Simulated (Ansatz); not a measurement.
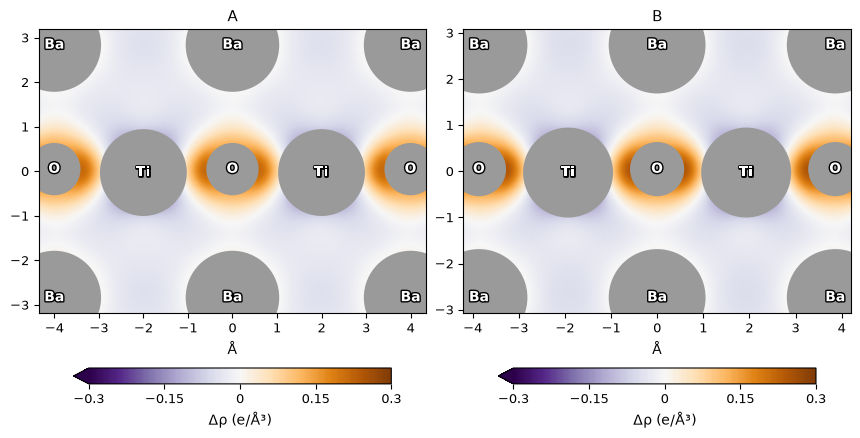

BaTiO$_{3}$: deformation density on the (101̄) plane of the conventional cell at two volumes, with the same fractional coordinates and one colour scale. Grey discs cover the cores. Panel B has 90 % of the volume of panel A.

Space group P4mm; not relaxed (largest force 0.3 eV/Å).

All numbers below come from Ansatz, DFT PBE, scalar-relativistic, plane waves, PAW.

### What changes between the database cell and the scaled one?

From A to B, Ba–O goes from 2.79 to 2.69 Å, and Δρ at its midpoint stays at about zero.
- The pressure is 2 GPa in A and 25 GPa in B.
- Bader charges in A: Ba +1.53, Ti +2.21 and O −1.25 e; in B: Ba +1.51, Ti +2.21 and O −1.24 e.
- The rearranged charge is 0.25 e an atom in A and 0.25 e in B.
- The scaled cell isn't relaxed: forces reach 0.4 eV/Å.
